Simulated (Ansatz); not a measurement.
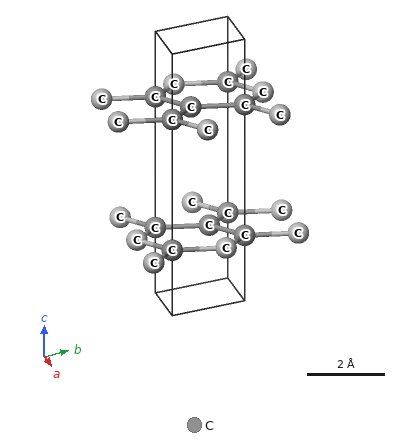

The structure as given in the input (ball-and-stick view of the cell of the calculation, seen slightly off an axis; neighbours outside the cell are drawn fainter). Near neighbours in the crystal (not all of them lie inside the picture): C has 3 C at 1.43 Å.

## Geometry relaxation of C

The run: geometry relaxation of C (P6₃/mmc, 4 atoms in the cell). Method and program: DFT r2SCAN, scalar-relativistic, plane waves, PAW, no spin polarisation (Ansatz 0.2.0).

It belongs to a series of runs on one base structure; here: volume 9.385 Å³/atom.

### The input
```yaml
crystal:
  lattice:
    - [2.4787818298, 0.0, 0.0]
    - [-1.2393909149, 2.146688035, 0.0]
    - [0.0, 0.0, 7.0550460865]
  atoms:
    - { symbol: C, position: [0.0, 0.0, 0.25] }
    - { symbol: C, position: [0.0, 0.0, 0.75] }
    - { symbol: C, position: [0.3333333333, 0.6666666667, 0.25] }
    - { symbol: C, position: [0.6666666667, 0.3333333333, 0.75] }
basis:
  ecutwfc: 600
  ecutrho_ratio: 5
kpoints:
  mp_grid: { grid: [10, 10, 4] }
hamiltonian:
  xc: r2scan
scf:
  occupations: { method: gaussian, width: 0.05 }
output:
  forces: true
  stress: true
  eigenvalues: true
relax:
  f_tol: 0.01
  max_steps: 40
  cell: { stress_tol: 0.1, fix: [volume] }
```

### Output
```
Engine: ansatz 0.2.0, x86_64-unknown-linux-gnu
Pseudopotentials: kind: paw
Pseudopotential: C, paw, valence charge 4, recommended cutoff 500 eV (meta_gga), C.paw.azcp
Functional definition: r2SCAN
  parameter k0 = 0.174
  parameter k1 = 0.065
  parameter a1 = 4.9479
  exchange = r2scan_x(k0 = k0, k1 = k1, a1 = a1)
  correlation = r2scan_c
Crystal: 4 atoms, lattice volume = 37.541 Å³
Basis set: ecut = 600 eV, 1241 PW (Γ), exchange–correlation on 96×96×256 points (64 copies of the dense FFT grid, shifted against one another)
Bands: 12, of which v1, the nominal top of the filled ones, is band 8 counted from 1 (7 counted from 0)
Symmetry: 24 space group operations
Space group: P63/mmc (ITA 194), of the structure as read, at distance tolerance 3.3e-5 Å
k-points: 42 of 400
Non-local potential: C, projectors of the file, l = 0: 2, l = 1: 2, l = 2: 1
PAW form: soft (Blöchl's): semilocal exchange-correlation on the pseudo side does not see the compensation charge
PAW frozen core: C, regenerated for the run's functional (the file was generated under x = pbe(κ = 0.804, μ = 0.2195149727645171), c = pbe(β = 0.06672455060314922))
PAW one-centre angular grid: C, 302 points (default); XC on 239 of its mesh's 2573 points in the sphere
Initial density: superposition of atomic densities (neutral atoms: chi_scale 0, normalization atom), corrected by the library's trained network
Initial wavefunctions: pseudopotential atomic-orbital guess
Functional: x = r2scan, c = r2scan; τ floored in thin density (d = 2e-4 eV/Å³)
SCF iter   1: F=—  HF=-1006.588592 eV  |F-HF|=—  |Δ(HF+E_count)|=         —  Δρ=7.80e-3  dr2=6.36e-3  dr2_τ=7.62e-1  ethr=1.77e-3  ⟨swp⟩=6.0  Hψ=2890  notcnv=0
preconditioner: auto → none  [insulator: Δε(μ)=1.477 eV  Ē_g=16.384 eV  σ=0.050 eV  W_gap=1.00  n_scr=4 (ndim 8)  ℏωp=24.2 eV  f_vac=0.030  D(μ)=0.00/eV (n_scr^D=0)  ε∞_Penn≈3.2]
SCF iter   2: F=—  HF=-1006.662507 eV  |F-HF|=—  |Δ(HF+E_count)|=   7.39e-2  Δρ=4.84e-3  dr2=2.53e-3  dr2_τ=1.23e-4  ethr=3.98e-5  ⟨swp⟩=2.0  Hψ=1344  notcnv=0
SCF iter   3: F=—  HF=-1006.662706 eV  |F-HF|=—  |Δ(HF+E_count)|=   1.99e-4  Δρ=1.97e-3  dr2=7.39e-4  dr2_τ=9.39e-5  ethr=1.58e-5  ⟨swp⟩=2.2  Hψ=859  notcnv=0
SCF iter   4: F=—  HF=-1006.662586 eV  |F-HF|=—  |Δ(HF+E_count)|=   1.20e-4  Δρ=8.15e-4  dr2=1.12e-4  dr2_τ=4.95e-6  ethr=4.62e-6  ⟨swp⟩=2.0  Hψ=808  notcnv=0
SCF iter   5: F=—  HF=-1006.662568 eV  |F-HF|=—  |Δ(HF+E_count)|=   1.85e-5  Δρ=1.18e-4  dr2=4.30e-6  dr2_τ=5.93e-7  ethr=6.98e-7  ⟨swp⟩=2.8  Hψ=856  notcnv=0
SCF iter   6: F=—  HF=-1006.662568 eV  |F-HF|=—  |Δ(HF+E_count)|=   2.54e-7  Δρ=1.62e-5  dr2=3.98e-8  dr2_τ=3.82e-9  ethr=6.25e-10  ⟨swp⟩=4.2  Hψ=2718  notcnv=0
SCF iter   7: F=-1006.662568 eV  HF=-1006.662568 eV  |F-HF|=3.32e-10  |Δ(HF+E_count)|=   2.66e-8  Δρ=1.45e-6  dr2=3.66e-10  dr2_τ=7.15e-11  ethr=2.49e-10  ⟨swp⟩=2.4  Hψ=1832  notcnv=0
SCF 1 converged in 7 iterations: F = -1006.662568 eV  dr2 = 3.66e-10
  greatest PAW one-centre occupation: 0.681 electrons in one spin orbital (limit 2), on the C atom at site 1 (counted from 0), in its partial waves of l = 0
relax step   1: F+E_penalty+E_count = -1006.66256766 eV  Δ(F+E_penalty+E_count) = +0.000e0 eV  max|allowed force component| = 6.476e-16 eV/Å  Δτ_max = 0.0000 Å  P = -7.327 GPa  Ω = 37.541 Å³  fix = [volume]  reactions: volume -7.327 GPa  (7 SCF iters, dr2 threshold 1.00e-7 eV, accepted)
Initial density: handed on by an earlier stage of this run
Initial wavefunctions: those handed on with the density
iter 1 solved again at ethr=1.52e-5 eV; its pass at ethr=3.10e-3 eV (dr2=2.43e-3 eV) is discarded
SCF iter   1: F=—  HF=-1006.682124 eV  |F-HF|=—  |Δ(HF+E_count)|=         —  Δρ=3.04e-3  dr2=2.36e-3  dr2_τ=2.16e-3  ethr=1.52e-5  ⟨swp⟩=1.7  Hψ=4158  notcnv=0
preconditioner: auto → none  [insulator: Δε(μ)=1.566 eV  Ē_g=16.535 eV  σ=0.050 eV  W_gap=1.00  n_scr=4 (ndim 8)  ℏωp=24.2 eV  f_vac=0.050  D(μ)=0.00/eV (n_scr^D=0)  ε∞_Penn≈3.1]
SCF iter   2: F=—  HF=-1006.684318 eV  |F-HF|=—  |Δ(HF+E_count)|=   2.19e-3  Δρ=1.25e-3  dr2=2.64e-4  dr2_τ=1.48e-5  ethr=1.48e-5  ⟨swp⟩=2.1  Hψ=904  notcnv=0
SCF iter   3: F=—  HF=-1006.684368 eV  |F-HF|=—  |Δ(HF+E_count)|=   4.97e-5  Δρ=2.39e-4  dr2=7.23e-6  dr2_τ=9.08e-7  ethr=1.65e-6  ⟨swp⟩=2.6  Hψ=752  notcnv=0
SCF iter   4: F=—  HF=-1006.684375 eV  |F-HF|=—  |Δ(HF+E_count)|=   6.86e-6  Δρ=6.44e-5  dr2=1.26e-6  dr2_τ=2.30e-7  ethr=4.52e-8  ⟨swp⟩=2.6  Hψ=902  notcnv=0
SCF iter   5: F=-1006.684375 eV  HF=-1006.684375 eV  |F-HF|=1.81e-8  |Δ(HF+E_count)|=   2.35e-7  Δρ=1.08e-5  dr2=1.63e-8  dr2_τ=3.10e-9  ethr=2.50e-9  ⟨swp⟩=6.0  Hψ=2574  notcnv=0
SCF 2 converged in 5 iterations: F = -1006.684375 eV  dr2 = 1.63e-8
  greatest PAW one-centre occupation: 0.685 electrons in one spin orbital (limit 2), on the C atom at site 1 (counted from 0), in its partial waves of l = 0
relax step   2: F+E_penalty+E_count = -1006.68437452 eV  Δ(F+E_penalty+E_count) = -2.181e-2 eV  max|allowed force component| = 7.031e-16 eV/Å  Δτ_max = 0.0000 Å  P = -2.530 GPa  Ω = 37.541 Å³  energy of the carried Pulay correction = +3.440e-5 eV  fix = [volume]  reactions: volume -2.530 GPa  (5 SCF iters, dr2 threshold 4.00e-7 eV, accepted)
iter 1 solved again at ethr=2.30e-6 eV; its pass at ethr=3.10e-3 eV (dr2=3.67e-4 eV) is discarded
SCF iter   1: F=—  HF=-1006.686338 eV  |F-HF|=—  |Δ(HF+E_count)|=         —  Δρ=1.42e-3  dr2=5.06e-4  dr2_τ=4.75e-4  ethr=2.30e-6  ⟨swp⟩=2.4  Hψ=4138  notcnv=0
preconditioner: auto → none  [insulator: Δε(μ)=1.603 eV  Ē_g=16.591 eV  σ=0.050 eV  W_gap=1.00  n_scr=4 (ndim 8)  ℏωp=24.2 eV  f_vac=0.058  D(μ)=0.00/eV (n_scr^D=0)  ε∞_Penn≈3.1]
SCF iter   2: F=—  HF=-1006.686828 eV  |F-HF|=—  |Δ(HF+E_count)|=   4.90e-4  Δρ=5.90e-4  dr2=5.85e-5  dr2_τ=3.17e-6  ethr=2.30e-6  ⟨swp⟩=2.0  Hψ=892  notcnv=0
SCF iter   3: F=—  HF=-1006.686840 eV  |F-HF|=—  |Δ(HF+E_count)|=   1.18e-5  Δρ=1.11e-4  dr2=1.58e-6  dr2_τ=2.08e-7  ethr=3.65e-7  ⟨swp⟩=2.7  Hψ=762  notcnv=0
SCF iter   4: F=-1006.686841 eV  HF=-1006.686841 eV  |F-HF|=1.95e-7  |Δ(HF+E_count)|=   1.49e-6  Δρ=3.28e-5  dr2=3.27e-7  dr2_τ=6.04e-8  ethr=2.50e-9  ⟨swp⟩=6.2  Hψ=2668  notcnv=0
SCF 3 converged in 4 iterations: F = -1006.686841 eV  dr2 = 3.27e-7
  greatest PAW one-centre occupation: 0.687 electrons in one spin orbital (limit 2), on the C atom at site 1 (counted from 0), in its partial waves of l = 0
relax step   3: F+E_penalty+E_count = -1006.68684090 eV  Δ(F+E_penalty+E_count) = -2.466e-3 eV  max|allowed force component| = 1.480e-16 eV/Å  Δτ_max = 0.0000 Å  P = -0.250 GPa  Ω = 37.541 Å³  energy of the carried Pulay correction = +5.052e-5 eV  fix = [volume]  reactions: volume -0.250 GPa  (4 SCF iters, dr2 threshold 4.00e-7 eV, accepted)
Basis set: ecut = 600 eV, 1241 PW (Γ), exchange–correlation on 96×96×288 points (64 copies of the dense FFT grid, shifted against one another)
Initial wavefunctions: pseudopotential atomic-orbital guess (no wavefunctions were taken with the density)
iter 1 solved again at ethr=1.61e-7 eV; its pass at ethr=3.10e-3 eV (dr2=2.58e-5 eV) is discarded
SCF iter   1: F=—  HF=-1006.686766 eV  |F-HF|=—  |Δ(HF+E_count)|=         —  Δρ=5.64e-5  dr2=3.77e-7  dr2_τ=7.82e-7  ethr=1.61e-7  ⟨swp⟩=4.0  Hψ=4440  notcnv=0
preconditioner: auto → none  [insulator: Δε(μ)=1.603 eV  Ē_g=16.587 eV  σ=0.050 eV  W_gap=1.00  n_scr=4 (ndim 8)  ℏωp=24.2 eV  f_vac=0.057  D(μ)=0.00/eV (n_scr^D=0)  ε∞_Penn≈3.1]
SCF iter   2: F=—  HF=-1006.686766 eV  |F-HF|=—  |Δ(HF+E_count)|=   6.29e-7  Δρ=2.55e-5  dr2=3.87e-8  dr2_τ=4.64e-8  ethr=2.36e-9  ⟨swp⟩=2.0  Hψ=829  notcnv=0
SCF iter   3: F=—  HF=-1006.686766 eV  |F-HF|=—  |Δ(HF+E_count)|=   1.40e-7  Δρ=1.51e-5  dr2=6.59e-9  dr2_τ=1.01e-8  ethr=2.42e-10  ⟨swp⟩=2.0  Hψ=830  notcnv=0
SCF iter   4: F=-1006.686766 eV  HF=-1006.686766 eV  |F-HF|=1.37e-9  |Δ(HF+E_count)|=   9.23e-8  Δρ=1.93e-6  dr2=1.27e-10  dr2_τ=1.48e-10  ethr=1.00e-12  ⟨swp⟩=3.9  Hψ=2371  notcnv=0
SCF 4 converged in 4 iterations: F = -1006.686766 eV  dr2 = 1.27e-10
relax step   4: F+E_penalty+E_count = -1006.68676586 eV  Δ(F+E_penalty+E_count) = +7.504e-5 eV  max|allowed force component| = 1.943e-16 eV/Å  Δτ_max = 0.0000 Å  P = -0.246 GPa  Ω = 37.541 Å³  fix = [volume]  reactions: volume -0.246 GPa  stress off target by 3.37e-3 GPa on what of the cell is left free  SCF on the basis re-selected at this cell (its energy is not comparable with the rows above)  (4 SCF iters)
```

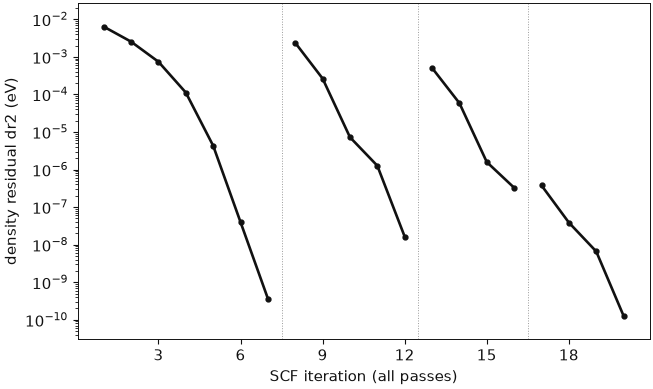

Convergence of the self-consistent field: density residual dr2 against the SCF iteration. The dotted lines part the SCF passes of the relaxation: geometry steps, rejected trials and re-solves on a re-selected basis. The passes take 7, 5, 4 and 4 iterations.

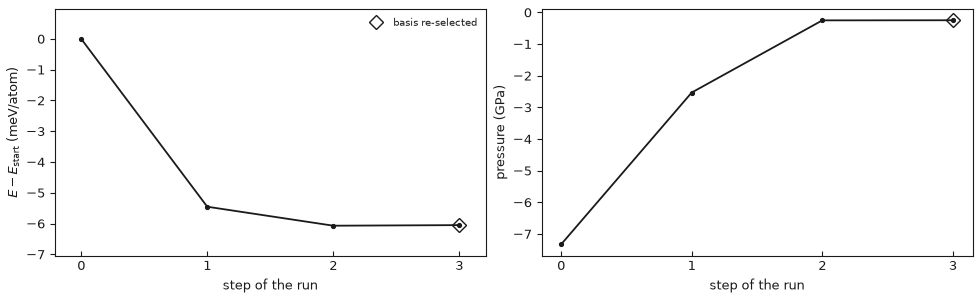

Progress of the relaxation, step by step (the first geometry is step 0 here and step 1 in the log).

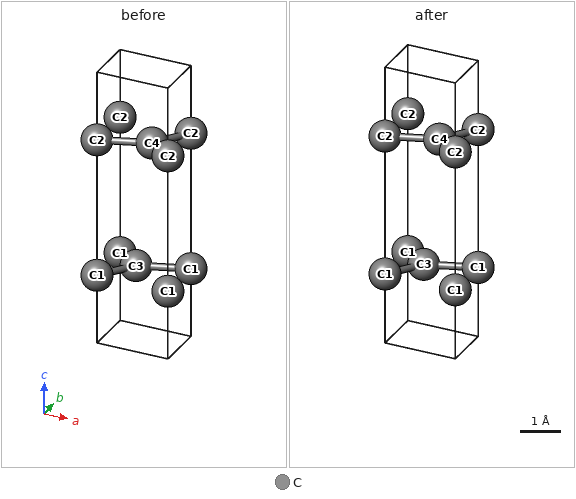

Before (left) and after (right) the relaxation, at one scale (ball-and-stick view of the cell of the calculation, seen slightly off an axis). Over 2 geometry steps the energy falls by 6.1 meV per atom. All forces vanish by symmetry, so only the cell relaxes. Pressure: −7.33 GPa at the start and −0.25 GPa at the end. The atoms keep their places relative to the cell (all moves are under 0.005 Å). The drawn cell changes at constant volume: a = b 2.479 → 2.456 Å (−0.9 %), c 7.055 → 7.186 Å (+1.9 %). Among the contacts that change: C1–C3 1.431 → 1.418 Å. The space group stays P6_3/mmc (No. 194). A last SCF at the same geometry on a re-selected plane-wave basis shifts the energy by +0.0 meV per atom. (Atoms are counted from 1 in the order of the input.)

```
basis re-selected at this cell: Δ(F+E_penalty+E_count) = +7.504e-5 eV, ΔP = +0.004 GPa vs the last step (what re-selecting the basis moved, of the pressure what is left beyond the Pulay correction that the steps carried, after the strain that the cell walked since its last selection, with what the two solves' SCF thresholds leave and, on support functions, any second-order correction that the steps lacked; it is no measure of the basis error at this ecutwfc). The dense FFT grid was sized anew with the basis: this SCF ran on 24×24×72 points, the steps before it on 24×24×64, so part of this shift can come from that change (see relax.cell in the input reference). This SCF's stress stands 3.37e-3 GPa from its target on what of the cell is left free (relax.cell.stress_tol is 1.00e-1 GPa) and its largest allowed force component is 1.94e-16 eV/Å (relax.f_tol is 1.00e-2 eV/Å): within both
SCF converged after 4 iterations
Free energy (F): -1006.686766 eV
Harris-Foulkes:  -1006.686766 eV  (|F-HF|=1.37e-9)
Internal energy: -1006.686766 eV  (E = F + TS)
E sigma→0 (E₀):  -1006.686766 eV
Fermi energy:    6.356927 eV
--- Per-component energies (eV) ---
  E_band       = -55.795198
  E_kinetic    = 363.462147
  E_local      = -685.506587  (includes V_loc(G=0)·N_el)
  E_nonlocal   = 107.677500
  E_hartree    = 216.246955
  E_xc         = -188.846616
  E_vxc        = -261.626465  (∫ρ·V_xc dr)
  E_paw        = -403.481307  (= ΣΔE_a)
  E_vpaw       = -26.974815  (= ΣTr[D̂ρ^β])
  E_aug_tail   = 0.000003  (compensation charges beyond the density's cutoff)
  E_vtau       = 14.679053  (kinetic-family band-sum trace: ∫τ·v_τ [+ j·A + Jᵃ·Aᵃ] dr)
  E_ewald      = -416.139766
  E_core_change = -0.099095  (= ΣΔE_core)
  E_smearing   = -0.000000  (= −TS)
  E_closure    = 0.000000  (closes the sum)
  Σ components = -1006.686766   (vs F -1006.686766, Δ=0.00e0)
--- Forces (eV/Å), atoms counted from 1 ---
  atom   1  C      0.00000000    -0.00000000    -0.00000000
  atom   2  C      0.00000000     0.00000000     0.00000000
  atom   3  C      0.00000000     0.00000000     0.00000000
  atom   4  C      0.00000000    -0.00000000     0.00000000
  max |Σ_I F_I| component: 2.22e-16 eV/Å
--- Stress (GPa, compression-positive) ---
       -0.244291       0.000000       0.000000
        0.000000      -0.244291      -0.000000
        0.000000      -0.000000      -0.249349
  P = ⅓ Tr σ = -0.2460 GPa (-2.460 kbar)
--- Band table (eV; the first three rows and the last of 42) ---
  k-point 0: bands = ["-14.6489", "-14.4786", "-2.5094", "-1.1028", "3.0401", "3.0401", "3.0492", "3.0492", "10.1411", "15.0318", "15.0318", "15.0612"]
  k-point 1: bands = ["-14.6248", "-14.5044", "-2.3292", "-1.3413", "3.0415", "3.0415", "3.0479", "3.0479", "10.7620", "14.4819", "15.0360", "15.0360"]
  k-point 2: bands = ["-14.5654", "-14.5654", "-1.8636", "-1.8636", "3.0446", "3.0446", "3.0446", "3.0446", "12.3948", "12.3948", "15.0463", "15.0463"]
  k-point 41: bands = ["-8.2423", "-8.2423", "-6.4481", "-6.4481", "-4.4970", "-4.4970", "5.1835", "5.1835", "7.3741", "7.3741", "17.0155", "17.0155"]
--- Relaxed structure (3 steps of the walk, 3 accepted, 1 SCFs on fresh bases) ---
  F+E_penalty+E_count = -1006.68676586 eV   max|allowed force component| = 1.943e-16 eV/Å   (the final SCF, on the basis selected at the relaxed cell)
  cell:  # Å, volume = 37.5411 Å³
    - [2.456164596699048, -1.4554521568321664e-33, -1.1405992412725552e-33]
    - [-1.228082298349524, 2.1271009366173357, 3.6578179305712653e-19]
    - [-3.2463446830011796e-33, 1.2021343416082048e-18, 7.185575034168243]
  atoms:
    - { symbol: C, position: [-1.5455587803707568e-32, -5.744086059134931e-32, 0.24999999999999997] }
    - { symbol: C, position: [2.4916718655509864e-32, 4.978528906241005e-32, 0.7499999999999999] }
    - { symbol: C, position: [0.33333333333333326, 0.6666666666666666, 0.24999999999999997] }
    - { symbol: C, position: [0.6666666666666666, 0.33333333333333326, 0.7499999999999999] }
```

### Results in brief

| quantity | value |
| --- | --- |
| outcome | converged |
| space group (tolerance 0.01 Å) | P6₃/mmc (194) |
| electrons treated | 16 |
| free energy | −1006.6868 eV |
| Fermi energy | 6.357 eV |
| gap on the k-point mesh | 1.60 eV |
| pressure | −0.25 GPa |
| final volume | 37.54 Å³ |
| largest force (length of the vector) at the end | under 0.001 eV/Å |
| final cell | a = 2.456 Å, b = 2.456 Å, c = 7.186 Å, α = 90.00°, β = 90.00°, γ = 120.00° |
| hardware | 8 threads of an x86-64 CPU, shared host |
| wall time | 4.5 s (CPU time 28 s) |
| peak memory | 0.59 GiB |
